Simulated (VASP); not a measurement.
Geometry relaxation of Bi (part 2 of 4)

Continued. System: Bi (slab, 3 atoms in the cell). Method: Kohn-Sham DFT of a periodic cell, PBE with D3, VASP PAW PBE potentials, recommended (VASP 6.6.1); cutoff 520 eV, 7×7×1 k-mesh, Gaussian smearing of 0.05 eV. The structure derives from an entry of the Crystallography Open Database. The run did not end well. It belongs to a series of runs on one base structure; here: the (0 0 1) slab of Bi, cut from the database cell, not relaxed. The run did not end well; see the last part.

Geometry of the input (Å; fractional positions):
```
4.5390  0.0000  0.0000
-2.2695  3.9309  0.0000
0.0000  0.0000  26.8290
Bi 0.3333  0.6667  0.2795
Bi 0.6667  0.3333  0.5000
Bi 0.3333  0.6667  0.7205
```

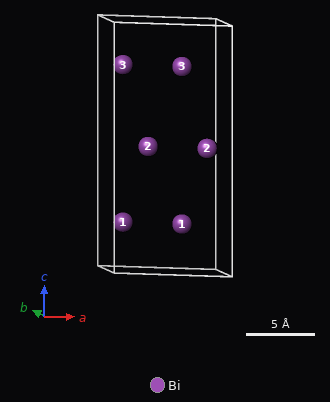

**Figure 1.** The structure as given in the input (spheres-only view of the 2 × 1 repeat of the cell, with the vacuum cut short, seen slightly off an axis; atoms are numbered from 1 in the order of the input).

## OSZICAR, continued
```
DAV:   3    -0.139776058844E+02   -0.27952E+01   -0.52554E+01   464   0.450E+01    0.736E+00
DAV:   4    -0.798605617057E+01    0.59915E+01   -0.35612E+01   553   0.998E+00    0.287E+00
DAV:   5    -0.785135606265E+01    0.13470E+00   -0.28570E-01   551   0.348E+00    0.236E+00
DAV:   6    -0.780199314968E+01    0.49363E-01   -0.51241E-02   438   0.179E+00    0.205E+00
DAV:   7    -0.776306278794E+01    0.38930E-01   -0.48797E-02   553   0.198E+00    0.140E+00
DAV:   8    -0.772596434010E+01    0.37098E-01   -0.16713E-01   525   0.365E+00    0.526E-01
DAV:   9    -0.772096369878E+01    0.50006E-02   -0.16190E-02   520   0.100E+00    0.172E-01
DAV:  10    -0.772146935700E+01   -0.50566E-03   -0.41369E-03   536   0.576E-01    0.110E-01
DAV:  11    -0.772136932497E+01    0.10003E-03   -0.87136E-04   549   0.464E-01    0.445E-02
DAV:  12    -0.772127664794E+01    0.92677E-04   -0.25602E-04   528   0.162E-01    0.156E-02
DAV:  13    -0.772128630027E+01   -0.96523E-05   -0.70837E-05   602   0.613E-02    0.870E-03
DAV:  14    -0.772134116740E+01   -0.54867E-04   -0.45889E-05   446   0.609E-02    0.236E-02
DAV:  15    -0.772135496468E+01   -0.13797E-04   -0.15873E-05   377   0.272E-02    0.704E-03
DAV:  16    -0.772137045707E+01   -0.15492E-04   -0.74287E-06   377   0.203E-02    0.537E-03
DAV:  17    -0.772139290209E+01   -0.22445E-04   -0.59729E-06   329   0.243E-02    0.332E-03
DAV:  18    -0.772139613527E+01   -0.32332E-05   -0.47807E-07   318   0.754E-03    0.258E-03
DAV:  19    -0.772140177405E+01   -0.56388E-05   -0.55139E-07   294   0.427E-03    0.704E-04
DAV:  20    -0.772140459201E+01   -0.28180E-05   -0.38325E-07   321   0.259E-03    0.212E-03
DAV:  21    -0.772140641872E+01   -0.18267E-05   -0.11910E-07   258   0.237E-03    0.519E-04
DAV:  22    -0.772140774939E+01   -0.13307E-05   -0.55502E-08   258   0.147E-03    0.521E-04
DAV:  23    -0.772140847275E+01   -0.72336E-06   -0.14462E-08   222   0.122E-03
  12 F= -.81073653E+01 E0= -.81004161E+01  d E =-.289178E+01
       N       E                     dE             d eps       ncg     rms          rms(c)
DAV:   1     0.305453580422E+02    0.38267E+02   -0.36830E+03   449   0.497E+02    0.104E+01
DAV:   2    -0.701421069057E+01   -0.37560E+02   -0.39614E+02   432   0.984E+01    0.342E+00
DAV:   3    -0.923082531968E+01   -0.22166E+01   -0.24585E+01   452   0.302E+01    0.336E+00
DAV:   4    -0.921015757011E+01    0.20668E-01   -0.89868E-01   592   0.589E+00    0.274E+00
DAV:   5    -0.912113803847E+01    0.89020E-01   -0.11133E-01   544   0.366E+00    0.158E+00
DAV:   6    -0.908450654729E+01    0.36631E-01   -0.13157E-01   520   0.397E+00    0.287E-01
DAV:   7    -0.908615169786E+01   -0.16452E-02   -0.13577E-02   546   0.925E-01    0.203E-01
DAV:   8    -0.908662211441E+01   -0.47042E-03   -0.22570E-03   530   0.359E-01    0.127E-01
DAV:   9    -0.908632255419E+01    0.29956E-03   -0.11919E-03   453   0.341E-01    0.880E-02
DAV:  10    -0.908603801613E+01    0.28454E-03   -0.38339E-04   450   0.250E-01    0.120E-02
DAV:  11    -0.908613208755E+01   -0.94071E-04   -0.10313E-04   498   0.692E-02    0.118E-02
DAV:  12    -0.908616579449E+01   -0.33707E-04   -0.18619E-05   511   0.510E-02    0.920E-03
DAV:  13    -0.908620211707E+01   -0.36323E-04   -0.12394E-05   313   0.248E-02    0.510E-03
DAV:  14    -0.908623567315E+01   -0.33556E-04   -0.16234E-05   428   0.238E-02    0.204E-03
DAV:  15    -0.908624237396E+01   -0.67008E-05   -0.22063E-06   325   0.814E-03    0.137E-03
DAV:  16    -0.908624623372E+01   -0.38598E-05   -0.19070E-06   297   0.109E-02    0.598E-04
DAV:  17    -0.908624621860E+01    0.15119E-07   -0.10507E-07   266   0.553E-03
  13 F= -.94607382E+01 E0= -.94566160E+01  d E =-.424515E+01
       N       E                     dE             d eps       ncg     rms          rms(c)
DAV:   1    -0.890359959334E+01    0.18265E+00   -0.54433E+01   453   0.380E+01    0.643E-01
DAV:   2    -0.909023762814E+01   -0.18664E+00   -0.19245E+00   575   0.895E+00    0.269E-01
DAV:   3    -0.909001466414E+01    0.22296E-03   -0.20931E-02   469   0.113E+00    0.175E-01
DAV:   4    -0.909004356012E+01   -0.28896E-04   -0.22270E-03   535   0.465E-01    0.116E-01
DAV:   5    -0.908951073218E+01    0.53283E-03   -0.92423E-04   474   0.571E-01    0.625E-02
DAV:   6    -0.908949728727E+01    0.13445E-04   -0.65290E-04   459   0.257E-01    0.325E-02
DAV:   7    -0.908945051622E+01    0.46771E-04   -0.93070E-05   520   0.137E-01    0.105E-02
DAV:   8    -0.908945335589E+01   -0.28397E-05   -0.25740E-05   444   0.625E-02    0.370E-03
DAV:   9    -0.908946375376E+01   -0.10398E-04   -0.39276E-06   441   0.257E-02    0.265E-03
DAV:  10    -0.908948282959E+01   -0.19076E-04   -0.39712E-06   316   0.199E-02    0.308E-03
DAV:  11    -0.908948707085E+01   -0.42413E-05   -0.11780E-06   322   0.591E-03    0.860E-04
DAV:  12    -0.908949406117E+01   -0.69903E-05   -0.12194E-06   297   0.644E-03    0.923E-04
DAV:  13    -0.908949952975E+01   -0.54686E-05   -0.11686E-06   298   0.724E-03    0.529E-04
DAV:  14    -0.908950084051E+01   -0.13108E-05   -0.14710E-07   279   0.292E-03    0.216E-04
DAV:  15    -0.908950206762E+01   -0.12271E-05   -0.24109E-07   276   0.166E-03    0.330E-04
DAV:  16    -0.908950227144E+01   -0.20382E-06   -0.19980E-08   231   0.207E-03
  14 F= -.94638681E+01 E0= -.94597885E+01  d E =-.312992E-02
       N       E                     dE             d eps       ncg     rms          rms(c)
DAV:   1    -0.906804056602E+01    0.21462E-01   -0.11501E+01   453   0.164E+01    0.270E-01
DAV:   2    -0.909936905664E+01   -0.31328E-01   -0.33777E-01   569   0.413E+00    0.162E-01
DAV:   3    -0.909962859473E+01   -0.25954E-03   -0.39470E-03   525   0.525E-01    0.105E-01
DAV:   4    -0.909952303297E+01    0.10556E-03   -0.48322E-04   499   0.391E-01    0.933E-02
DAV:   5    -0.909946878890E+01    0.54244E-04   -0.27795E-04   538   0.193E-01    0.221E-02
DAV:   6    -0.909947190520E+01   -0.31163E-05   -0.51583E-05   579   0.605E-02    0.687E-03
DAV:   7    -0.909947158895E+01    0.31624E-06   -0.38605E-06   394   0.272E-02
  15 F= -.94738640E+01 E0= -.94698519E+01  d E =-.131258E-01
       N       E                     dE             d eps       ncg     rms          rms(c)
DAV:   1    -0.909946228051E+01    0.96247E-05   -0.61860E-03   453   0.374E-01    0.573E-03
DAV:   2    -0.909947986022E+01   -0.17580E-04   -0.15743E-04   572   0.955E-02    0.522E-03
DAV:   3    -0.909947740731E+01    0.24529E-05   -0.50783E-06   447   0.413E-02    0.295E-03
DAV:   4    -0.909947774446E+01   -0.33715E-06   -0.71442E-07   225   0.628E-03
  16 F= -.94738713E+01 E0= -.94698536E+01  d E =-.131332E-01
       N       E                     dE             d eps       ncg     rms          rms(c)
DAV:   1    -0.909925795105E+01    0.21946E-03   -0.10175E-01   456   0.151E+00    0.195E-02
DAV:   2    -0.909950028209E+01   -0.24233E-03   -0.24459E-03   560   0.333E-01    0.979E-03
DAV:   3    -0.909950335993E+01   -0.30778E-05   -0.30270E-05   597   0.449E-02    0.631E-03
DAV:   4    -0.909950388496E+01   -0.52503E-06   -0.96190E-07   311   0.193E-02
  17 F= -.94739790E+01 E0= -.94699441E+01  d E =-.107673E-03
       N       E                     dE             d eps       ncg     rms          rms(c)
DAV:   1    -0.909731259244E+01    0.21908E-02   -0.91546E-01   456   0.453E+00    0.624E-02
DAV:   2    -0.909955156349E+01   -0.22390E-02   -0.22762E-02   560   0.104E+00    0.329E-02
DAV:   3    -0.909957237084E+01   -0.20807E-04   -0.29557E-04   544   0.129E-01    0.211E-02
DAV:   4    -0.909957915098E+01   -0.67801E-05   -0.16667E-05   615   0.851E-02    0.177E-02
DAV:   5    -0.909957448723E+01    0.46637E-05   -0.14519E-05   432   0.258E-02    0.823E-03
DAV:   6    -0.909957620270E+01   -0.17155E-05   -0.38809E-06   371   0.525E-02    0.162E-03
DAV:   7    -0.909957636587E+01   -0.16317E-06   -0.57016E-07   225   0.198E-02
  18 F= -.94742970E+01 E0= -.94702764E+01  d E =-.425622E-03
       N       E                     dE             d eps       ncg     rms          rms(c)
DAV:   1    -0.909008450096E+01    0.94917E-02   -0.36637E+00   456   0.911E+00    0.143E-01
DAV:   2    -0.909965504702E+01   -0.95705E-02   -0.98409E-02   560   0.221E+00    0.709E-02
DAV:   3    -0.909970823352E+01   -0.53186E-04   -0.12501E-03   504   0.264E-01    0.458E-02
DAV:   4    -0.909970422781E+01    0.40057E-05   -0.15445E-04   451   0.146E-01    0.212E-02
DAV:   5    -0.909971722519E+01   -0.12997E-04   -0.34624E-05   590   0.707E-02    0.143E-02
DAV:   6    -0.909971437331E+01    0.28519E-05   -0.17266E-05   435   0.512E-02    0.454E-03
DAV:   7    -0.909971420819E+01    0.16512E-06   -0.17367E-06   304   0.108E-02
  19 F= -.94749296E+01 E0= -.94709066E+01  d E =-.105832E-02
       N       E                     dE             d eps       ncg     rms          rms(c)
DAV:   1    -0.905522447275E+01    0.44490E-01   -0.14682E+01   456   0.186E+01    0.324E-01
DAV:   2    -0.909998475424E+01   -0.44760E-01   -0.46315E-01   560   0.474E+00    0.159E-01
DAV:   3    -0.910003336801E+01   -0.48614E-04   -0.46136E-03   496   0.555E-01    0.106E-01
DAV:   4    -0.910007749169E+01   -0.44124E-04   -0.64535E-04   526   0.220E-01    0.628E-02
DAV:   5    -0.909995868895E+01    0.11880E-03   -0.14678E-04   464   0.263E-01    0.339E-02
DAV:   6    -0.909998525716E+01   -0.26568E-04   -0.14388E-04   514   0.111E-01    0.101E-02
DAV:   7    -0.909998096407E+01    0.42931E-05   -0.21496E-05   456   0.651E-02    0.311E-03
DAV:   8    -0.909998219225E+01   -0.12282E-05   -0.36976E-06   411   0.387E-02    0.179E-03
DAV:   9    -0.909998227742E+01   -0.85163E-07   -0.58077E-07   216   0.984E-03
  20 F= -.94762033E+01 E0= -.94721767E+01  d E =-.233199E-02
       N       E                     dE             d eps       ncg     rms          rms(c)
DAV:   1    -0.889055185888E+01    0.20943E+00   -0.59912E+01   456   0.401E+01    0.634E-01
DAV:   2    -0.909985540899E+01   -0.20930E+00   -0.21428E+00   560   0.939E+00    0.295E-01
DAV:   3    -0.910058902980E+01   -0.73362E-03   -0.20747E-02   504   0.122E+00    0.198E-01
DAV:   4    -0.910083701802E+01   -0.24799E-03   -0.24029E-03   566   0.413E-01    0.125E-01
DAV:   5    -0.910053130402E+01    0.30571E-03   -0.53402E-04   480   0.529E-01    0.679E-02
DAV:   6    -0.910060893854E+01   -0.77635E-04   -0.46811E-04   456   0.233E-01    0.188E-02
DAV:   7    -0.910059524206E+01    0.13696E-04   -0.80143E-05   456   0.820E-02    0.943E-03
DAV:   8    -0.910059171998E+01    0.35221E-05   -0.65469E-06   421   0.323E-02    0.305E-03
DAV:   9    -0.910059241051E+01   -0.69054E-06   -0.19056E-06   291   0.195E-02
  21 F= -.94788877E+01 E0= -.94748463E+01  d E =-.501640E-02
       N       E                     dE             d eps       ncg     rms          rms(c)
DAV:   1    -0.860252936650E+01    0.49806E+00   -0.26864E+02   560   0.103E+02    0.792E-01
DAV:   2    -0.908834394674E+01   -0.48581E+00   -0.49209E+00   448   0.167E+01    0.355E-01
DAV:   3    -0.910107783498E+01   -0.12734E-01   -0.14963E-01   625   0.328E+00    0.249E-01
DAV:   4    -0.910199602682E+01   -0.91819E-03   -0.67770E-03   480   0.147E+00    0.170E-01
DAV:   5    -0.910225934826E+01   -0.26332E-03   -0.20073E-03   584   0.438E-01    0.111E-01
DAV:   6    -0.910214231059E+01    0.11704E-03   -0.62709E-04   455   0.472E-01    0.402E-02
DAV:   7    -0.910199954864E+01    0.14276E-03   -0.25145E-04   469   0.264E-01    0.279E-02
DAV:   8    -0.910197773467E+01    0.21814E-04   -0.59353E-05   505   0.583E-02    0.157E-02
DAV:   9    -0.910197313688E+01    0.45978E-05   -0.96806E-06   472   0.233E-02    0.781E-03
DAV:  10    -0.910197289429E+01    0.24259E-06   -0.29421E-06   325   0.196E-02
  22 F= -.94846763E+01 E0= -.94806093E+01  d E =-.108050E-01
       N       E                     dE             d eps       ncg     rms          rms(c)
DAV:   1    -0.452729224846E+01    0.45747E+01   -0.15559E+03   488   0.379E+02    0.228E+00
DAV:   2    -0.896148153619E+01   -0.44342E+01   -0.44732E+01   435   0.516E+01    0.741E-01
DAV:   3    -0.910378780012E+01   -0.14231E+00   -0.14890E+00   523   0.109E+01    0.759E-01
DAV:   4    -0.910623503908E+01   -0.24472E-02   -0.78350E-02   646   0.315E+00    0.515E-01
DAV:   5    -0.910596820624E+01    0.26683E-03   -0.26771E-02   514   0.161E+00    0.137E-01
DAV:   6    -0.910643935270E+01   -0.47115E-03   -0.30262E-03   573   0.645E-01    0.175E-01
DAV:   7    -0.910574216449E+01    0.69719E-03   -0.94069E-04   456   0.386E-01    0.786E-02
DAV:   8    -0.910569069995E+01    0.51465E-04   -0.17525E-03   512   0.419E-01    0.421E-02
DAV:   9    -0.910562689915E+01    0.63801E-04   -0.20427E-04   464   0.151E-01    0.153E-02
DAV:  10    -0.910561887091E+01    0.80282E-05   -0.26444E-05   538   0.402E-02    0.322E-03
DAV:  11    -0.910562456874E+01   -0.56978E-05   -0.41472E-06   345   0.209E-02    0.178E-03
DAV:  12    -0.910563002415E+01   -0.54554E-05   -0.15033E-06   284   0.169E-02    0.190E-03
DAV:  13    -0.910563402360E+01   -0.39995E-05   -0.10037E-06   284   0.120E-02    0.762E-04
DAV:  14    -0.910563859183E+01   -0.45682E-05   -0.10959E-06   289   0.890E-03    0.955E-04
DAV:  15    -0.910564073595E+01   -0.21441E-05   -0.47007E-07   290   0.263E-03    0.539E-04
DAV:  16    -0.910564169958E+01   -0.96363E-06   -0.24282E-07   265   0.409E-03
  23 F= -.94982244E+01 E0= -.94940649E+01  d E =-.243531E-01
       N       E                     dE             d eps       ncg     rms          rms(c)
DAV:   1     0.712518180890E+02    0.80357E+02   -0.74465E+03   677   0.766E+02    0.130E+01
DAV:   2    -0.555161633978E+01   -0.76803E+02   -0.80051E+02   435   0.158E+02    0.576E+00
DAV:   3    -0.964372936256E+01   -0.40921E+01   -0.58886E+01   471   0.507E+01    0.452E+00
DAV:   4    -0.956051768350E+01    0.83212E-01   -0.37162E+00   528   0.110E+01    0.439E+00
DAV:   5    -0.939408104310E+01    0.16644E+00   -0.18837E-01   476   0.467E+00    0.353E+00
DAV:   6    -0.917808797586E+01    0.21599E+00   -0.38113E-01   552   0.634E+00    0.149E+00
DAV:   7    -0.912981664339E+01    0.48271E-01   -0.87783E-02   560   0.364E+00    0.575E-01
DAV:   8    -0.911994813092E+01    0.98685E-02   -0.35913E-02   507   0.177E+00    0.142E-01
DAV:   9    -0.912026220477E+01   -0.31407E-03   -0.63331E-03   528   0.108E+00    0.197E-01
DAV:  10    -0.911934097754E+01    0.92123E-03   -0.31403E-03   450   0.414E-01    0.670E-02
DAV:  11    -0.911915105145E+01    0.18993E-03   -0.57885E-04   496   0.336E-01    0.515E-02
DAV:  12    -0.911901292436E+01    0.13813E-03   -0.13285E-04   605   0.991E-02    0.218E-02
DAV:  13    -0.911900563339E+01    0.72910E-05   -0.70245E-05   480   0.792E-02    0.906E-03
DAV:  14    -0.911900386034E+01    0.17731E-05   -0.10124E-05   461   0.249E-02    0.165E-03
DAV:  15    -0.911900586014E+01   -0.19998E-05   -0.17747E-06   316   0.155E-02    0.170E-03
DAV:  16    -0.911900879598E+01   -0.29358E-05   -0.60823E-07   280   0.581E-03    0.800E-04
DAV:  17    -0.911901000389E+01   -0.12079E-05   -0.26004E-07   265   0.413E-03    0.710E-04
DAV:  18    -0.911901083181E+01   -0.82792E-06   -0.22892E-07   253   0.400E-03
  24 F= -.95361245E+01 E0= -.95314501E+01  d E =-.622531E-01
       N       E                     dE             d eps       ncg     rms          rms(c)
DAV:   1     0.155510147533E+03    0.16463E+03   -0.88810E+03   480   0.931E+02    0.222E+01
DAV:   2    -0.257636858075E+01   -0.15809E+03   -0.16844E+03   432   0.219E+02    0.105E+01
DAV:   3    -0.105052821153E+02   -0.79289E+01   -0.11328E+02   461   0.685E+01    0.790E+00
DAV:   4    -0.100840562757E+02    0.42123E+00   -0.26839E+00   537   0.145E+01    0.626E+00
DAV:   5    -0.953926639379E+01    0.54479E+00   -0.71014E-01   600   0.887E+00    0.370E+00
DAV:   6    -0.926718346730E+01    0.27208E+00   -0.60880E-01   520   0.806E+00    0.140E+00
DAV:   7    -0.923147881678E+01    0.35705E-01   -0.14545E-01   603   0.332E+00    0.437E-01
DAV:   8    -0.922920072783E+01    0.22781E-02   -0.25945E-02   453   0.138E+00    0.193E-01
DAV:   9    -0.922875126542E+01    0.44946E-03   -0.96888E-03   581   0.842E-01    0.103E-01
DAV:  10    -0.922849629412E+01    0.25497E-03   -0.18113E-03   512   0.447E-01    0.295E-02
DAV:  11    -0.922849214073E+01    0.41534E-05   -0.10406E-04   653   0.128E-01    0.127E-02
DAV:  12    -0.922849553834E+01   -0.33976E-05   -0.28922E-05   456   0.485E-02    0.657E-03
DAV:  13    -0.922850954866E+01   -0.14010E-04   -0.11732E-05   462   0.503E-02    0.572E-03
DAV:  14    -0.922851069093E+01   -0.11423E-05   -0.29513E-06   306   0.295E-02    0.405E-03
DAV:  15    -0.922851560456E+01   -0.49136E-05   -0.38470E-06   376   0.192E-02    0.154E-03
DAV:  16    -0.922851788420E+01   -0.22796E-05   -0.55845E-07   282   0.952E-03    0.553E-04
DAV:  17    -0.922851949777E+01   -0.16136E-05   -0.33348E-07   274   0.223E-03    0.779E-04
DAV:  18    -0.922852023036E+01   -0.73259E-06   -0.23309E-07   267   0.158E-03
  25 F= -.97131338E+01 E0= -.97057971E+01  d E =-.239262E+00
       N       E                     dE             d eps       ncg     rms          rms(c)
DAV:   1     0.143588739456E+03    0.15282E+03   -0.14374E+04   589   0.310E+02    0.194E+01
DAV:   2    -0.597677464246E+01   -0.14957E+03   -0.15764E+03   450   0.218E+02    0.954E+00
DAV:   3    -0.107062765959E+02   -0.47295E+01   -0.89667E+01   467   0.713E+01    0.715E+00
DAV:   4    -0.106485087520E+02    0.57768E-01   -0.38797E+00   563   0.150E+01    0.594E+00
DAV:   5    -0.102536678332E+02    0.39484E+00   -0.74252E-01   600   0.667E+00    0.391E+00
DAV:   6    -0.999244088685E+01    0.26123E+00   -0.65611E-01   534   0.105E+01    0.118E+00
DAV:   7    -0.997595593443E+01    0.16485E-01   -0.21680E-01   515   0.451E+00    0.220E-01
DAV:   8    -0.998050042607E+01   -0.45445E-02   -0.28443E-02   499   0.335E+00    0.164E-01
DAV:   9    -0.998136334115E+01   -0.86292E-03   -0.48121E-03   622   0.705E-01    0.102E-01
DAV:  10    -0.998127763855E+01    0.85703E-04   -0.24090E-03   531   0.989E-01    0.887E-02
DAV:  11    -0.998124604888E+01    0.31590E-04   -0.36657E-04   471   0.308E-01    0.496E-02
DAV:  12    -0.998120917228E+01    0.36877E-04   -0.75834E-05   537   0.100E-01    0.220E-02
DAV:  13    -0.998121704624E+01   -0.78740E-05   -0.75911E-05   487   0.115E-01    0.708E-03
DAV:  14    -0.998123459899E+01   -0.17553E-04   -0.15946E-05   474   0.853E-02    0.732E-03
DAV:  15    -0.998126830326E+01   -0.33704E-04   -0.11336E-05   334   0.657E-02    0.427E-03
DAV:  16    -0.998129343711E+01   -0.25134E-04   -0.90576E-06   395   0.358E-02    0.311E-03
DAV:  17    -0.998130449783E+01   -0.11061E-04   -0.35850E-06   423   0.648E-02    0.270E-03
DAV:  18    -0.998131863768E+01   -0.14140E-04   -0.12235E-06   334   0.276E-02    0.135E-03
DAV:  19    -0.998132453146E+01   -0.58938E-05   -0.52795E-07   321   0.195E-02    0.766E-04
DAV:  20    -0.998132748057E+01   -0.29491E-05   -0.19499E-07   277   0.900E-03    0.398E-04
DAV:  21    -0.998133015088E+01   -0.26703E-05   -0.14282E-07   284   0.358E-03    0.219E-04
DAV:  22    -0.998133073449E+01   -0.58362E-06   -0.33941E-08   249   0.358E-03
  26 F= -.10463190E+02 E0= -.10457507E+02  d E =-.989318E+00
       N       E                     dE             d eps       ncg     rms          rms(c)
```
